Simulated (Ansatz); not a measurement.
```cif
data_structure
_symmetry_space_group_name_H-M 'P 1'
_symmetry_Int_Tables_number 1
_cell_length_a 3.8286
_cell_length_b 3.8286
_cell_length_c 5.4686
_cell_angle_alpha 90.000
_cell_angle_beta 90.000
_cell_angle_gamma 90.000
_cell_volume 80.16
loop_
_atom_site_label
_atom_site_type_symbol
_atom_site_fract_x
_atom_site_fract_y
_atom_site_fract_z
_atom_site_occupancy
Zn1 Zn 0.00000 0.00000 0.00000 1
Zn2 Zn 0.50000 0.50000 0.50000 1
S1 S 0.50000 0.00000 0.25000 1
S2 S 0.00000 0.50000 0.75000 1
```

Space group I-4m2.

The calculation used Ansatz 0.2.0, DFT, PBE, plane-wave PAW, default files, scalar-relativistic.

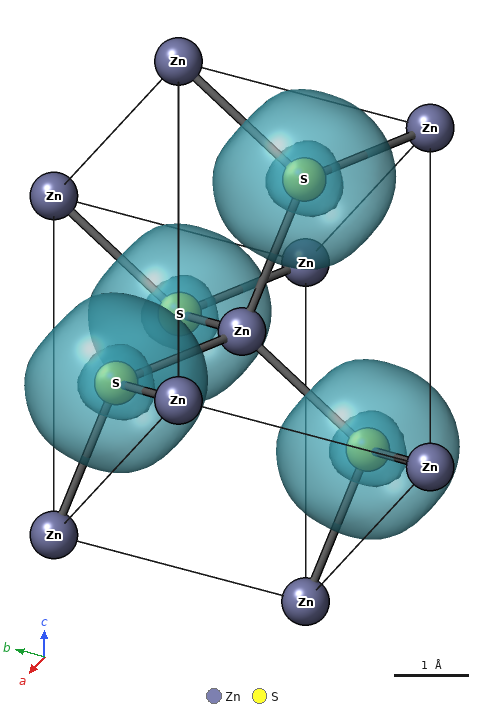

ZnS. Isosurface of the ELF at 0.65 (cyan), seen at an oblique angle. Core shells and regions of very low density are left out. Sticks mark near contacts.

Core electrons are frozen (PAW), and the valence fields are smoothed inside the atomic spheres.

What do the ELF domains correspond to?

Answer. The ELF exceeds this value in two regions wrapped around S (the valence shell of each), counted in one cell of 4 atoms. Any copies at cell faces, edges or corners count once. Profiles from the grid: Zn–S (2.35 Å): the ELF peaks at about 0.90 in the valence shell of S, 0.8 Å from its nucleus, and is about 0.55 at the midpoint.

Metal or insulator at this level of theory?

Answer. It is gapped, with a Kohn–Sham gap of 2.0 eV on the k-point mesh, an upper bound to the gap of this method.
